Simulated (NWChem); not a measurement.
# One shape, several levels: C5H6 (cyclopentadiene)

Aim: a comparison of 6 runs (HF/3-21G, HF/cc-pVDZ, B3LYP/6-31G*, MP2/6-31G*, CCSD/pcseg-1) of C5H6 (cyclopentadiene). 

The results are computed with NWChem 7.3.0.

## 1. The system as given

C5H6 has 11 atoms, charge 0, and is taken as a singlet. SMILES: `C1=CCC=C1`. The coordinates come from a PBE0-D4/def2-TZVP relaxation.

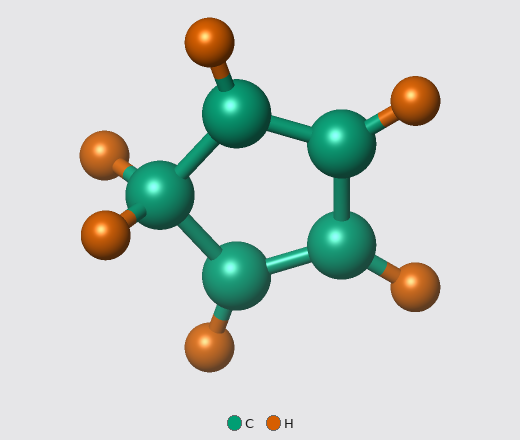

The structure, seen from a chosen angle (carbon teal, hydrogen orange).

## 2. Energy and forces at HF/3-21G (run 1)

The input, c5h6.nw:

```
start c5h6
title "C5H6"
memory stack 880 mb heap 220 mb global 1100 mb

geometry noautosym nocenter noautoz
  C     -1.190900     0.435600    -0.253200
  C     -0.728000     0.015400     0.934400
  C      0.696000    -0.404800     0.781800
  C      0.975900    -0.162000    -0.664000
  C     -0.129400     0.325400    -1.248800
  H     -2.189500     0.800700    -0.455900
  H     -1.275300    -0.023600     1.866100
  H      0.845500    -1.456900     1.058000
  H      1.366100     0.173100     1.432000
  H      1.927600    -0.357200    -1.138600
  H     -0.232600     0.597500    -2.291400
end

basis spherical bse
  * library 3-21G
end

scf
  thresh 1e-08
  maxiter 80
  noprint "final vectors analysis"
end

task scf gradient
```

Launch:

```sh
nwchem c5h6.nw > c5h6.out
```

Log:

```text
[...]
  functions       =    57
[...]
  wavefunction    = RHF
[...]
         Total SCF energy =   -191.715054436745
      One-electron energy =   -569.235527630987
      Two-electron energy =    220.106549468333
 Nuclear repulsion energy =    157.413923725908
        Time for solution =      3.1s
[...]
                         RHF ENERGY GRADIENTS
    atom               coordinates                        gradient
                 x          y          z           x          y          z
   1 C      -2.250475   0.823165  -0.478479    0.015639  -0.000985  -0.017642
   2 C      -1.375721   0.029102   1.765760    0.020882  -0.007128   0.002397
   3 C       1.315249  -0.764961   1.477388   -0.018942   0.010793  -0.021396
   4 C       1.844184  -0.306136  -1.254778    0.000392  -0.005037   0.021602
   5 C      -0.244531   0.614917  -2.359890   -0.018485   0.002652   0.014465
   6 H      -4.137555   1.513104  -0.861526   -0.009268   0.003290  -0.001560
   7 H      -2.409968  -0.044598   3.526418   -0.005005  -0.000275   0.008194
   8 H       1.597763  -2.753142   1.999330    0.002460  -0.005393   0.003222
   9 H       2.581555   0.327112   2.706088    0.004606   0.001358   0.004766
  10 H       3.642636  -0.675010  -2.151642    0.008372  -0.001682  -0.004370
  11 H      -0.439550   1.129111  -4.330118   -0.000651   0.002406  -0.009679
[...]
```

Wall time 4.5 s (1 thread of Intel Xeon Platinum 8259CL at 2.50GHz (Skylake/Cascade Lake), shared host); peak memory 0.098 GiB.

## 3. Energy and forces at HF/cc-pVDZ (run 2)

The input, input.nw:

```
start input
title "C5H6 hf"
memory 2200 mb
geometry noautosym nocenter noautoz
  C       -1.190900       0.435600      -0.253200
  C       -0.728000       0.015400       0.934400
  C        0.696000      -0.404800       0.781800
  C        0.975900      -0.162000      -0.664000
  C       -0.129400       0.325400      -1.248800
  H       -2.189500       0.800700      -0.455900
  H       -1.275300      -0.023600       1.866100
  H        0.845500      -1.456900       1.058000
  H        1.366100       0.173100       1.432000
  H        1.927600      -0.357200      -1.138600
  H       -0.232600       0.597500      -2.291400
end
basis spherical bse
  C library cc-pVDZ
  H library cc-pVDZ
end
scf
  thresh 1e-08
  maxiter 80
end
task scf gradient
```

Launch:

```sh
nwchem input.nw > input.out
```

Log:

```text
[...]
  functions       =   100
[...]
  wavefunction    = RHF
[...]
         Total SCF energy =   -192.808361120104
      One-electron energy =   -570.896422020927
      Two-electron energy =    220.674137174915
 Nuclear repulsion energy =    157.413923725908
        Time for solution =     39.5s
[...]
                         RHF ENERGY GRADIENTS
    atom               coordinates                        gradient
                 x          y          z           x          y          z
   1 C      -2.250475   0.823165  -0.478479    0.006635   0.001477  -0.015823
   2 C      -1.375721   0.029102   1.765760    0.009479  -0.004776   0.007997
   3 C       1.315249  -0.764961   1.477388   -0.008343   0.004654  -0.009416
   4 C       1.844184  -0.306136  -1.254778    0.006867  -0.004542   0.010434
   5 C      -0.244531   0.614917  -2.359890   -0.015891   0.003898   0.005401
   6 H      -4.137555   1.513104  -0.861526   -0.000907   0.000319  -0.000237
   7 H      -2.409968  -0.044598   3.526418   -0.000108  -0.000164   0.000894
   8 H       1.597763  -2.753142   1.999330    0.000650  -0.000839   0.000787
   9 H       2.581555   0.327112   2.706088    0.000909  -0.000004   0.000976
  10 H       3.642636  -0.675010  -2.151642    0.000858  -0.000277  -0.000026
  11 H      -0.439550   1.129111  -4.330118   -0.000149   0.000253  -0.000986
[...]
```

Run time: 47 s. Hardware: 1 thread of Intel Xeon Platinum 8259CL at 2.50GHz (Skylake/Cascade Lake), shared host; peak memory 0.1 GiB.

Runs 3 to 5 aren't shown in full; the table further down has their settings and results.

## 4. The energy at CCSD/pcseg-1 (run 6)

The input, job.nw:

```
start job
memory stack 880 mb heap 220 mb global 1100 mb
geometry units angstrom noautosym nocenter noautoz
  C       -1.190900       0.435600      -0.253200
  C       -0.728000       0.015400       0.934400
  C        0.696000      -0.404800       0.781800
  C        0.975900      -0.162000      -0.664000
  C       -0.129400       0.325400      -1.248800
  H       -2.189500       0.800700      -0.455900
  H       -1.275300      -0.023600       1.866100
  H        0.845500      -1.456900       1.058000
  H        1.366100       0.173100       1.432000
  H        1.927600      -0.357200      -1.138600
  H       -0.232600       0.597500      -2.291400
end
basis spherical bse
  * library pcseg-1
end
scf
  thresh 1e-08
  maxiter 80
end
ccsd
  freeze core 5
  maxiter 60
end
task ccsd
```

Launch:

```sh
nwchem job.nw > job.out
```

Log:

```text
[...]
  functions       =   100
[...]
  wavefunction    = RHF
[...]
         Total SCF energy =   -192.738387054586
      One-electron energy =   -570.652102132694
      Two-electron energy =    220.499791352200
 Nuclear repulsion energy =    157.413923725908
        Time for solution =     18.1s
[...]
 Total MP2 energy:           -193.403258443647161
[...]
             energy      energy      error      ampl     ampl      Block
                                                time     time      time
[...]
 Total CCSD energy:           -193.443865016511523
[...]
```

It took 4 min on 1 thread of Intel Xeon Platinum 8259CL at 2.50GHz (Skylake/Cascade Lake), shared host; peak memory 0.28 GiB.

## 5. The series

| run | level | iteration cap | module | energy (Eh) | dipole moment (D) | largest force (eV/Å) | wall time |
| --- | --- | --- | --- | --- | --- | --- | --- |
| 1 | HF/3-21G | 80 | scf | -191.715054 | 0.45 | 1.571 | 4.5 s |
| 2 | HF/cc-pVDZ | 80 | scf | -192.808361 | 0.37 | 0.886 | 47 s |
| 3 | B3LYP/6-31G* (spherical functions) | 100 | dft | -194.096680 | 0.45 | 0.435 | 57 s |
| 4 | B3LYP/6-31G* (Cartesian functions) | 100 | dft | -194.100603 | 0.45 | 0.416 | 60 s |
| 5 | MP2/6-31G* (spherical functions) | 80 | mp2 | -193.417796 | 0.42 | 0.642 | 39 s |
| 6 | CCSD/pcseg-1 | 80 | ccsd | -193.443865 | – | – | 4 min |

## 6. What came out

```
                                          quantity          value
                               run 6: total energy  -193.44387 Eh
        run 6: HOMO energy (Hartree–Fock orbitals)       -8.45 eV
        run 6: LUMO energy (Hartree–Fock orbitals)        3.25 eV
      run 6: HOMO–LUMO gap (Hartree–Fock orbitals)       11.69 eV
run 6: correlation energy (5 core orbitals frozen)     -705.5 mEh
```

**Reading.** Over runs 1, 2, 3, 4, 5 the dipole moment (its size) runs from 0.37 D (HF/cc-pVDZ) to 0.45 D (B3LYP/6-31G*). The two ends differ in method and basis. Over runs 2, 3, 4 the HOMO–LUMO gap runs from 5.53 eV (B3LYP/6-31G*) to 11.88 eV (HF/cc-pVDZ). All runs together took 7.4 min, the longest 4 min.
